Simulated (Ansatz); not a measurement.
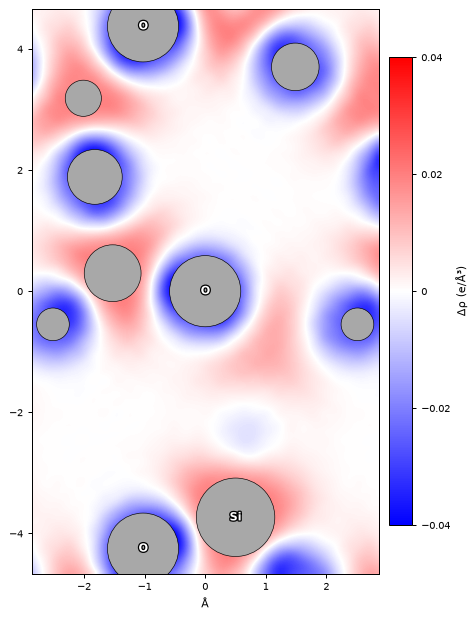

SiO₂. Difference of the valence pseudo-densities of two functionals at the same geometry, on the (101̄) plane of the calculation cell: PBEsol less r2SCAN.

Both computed with Ansatz (plane waves, PAW), on the same k-point mesh. Grey discs cover the atomic cores.

### What does the difference map show?

Against r2SCAN, PBEsol gives more density around Si (+0.006 e/Å³ on average at 0.9 Å from the nucleus), less density around O (−0.014 e/Å³ on average at 0.7 Å from the nucleus) and a change of −0.011 e/Å³ at the midpoint of Si–O.
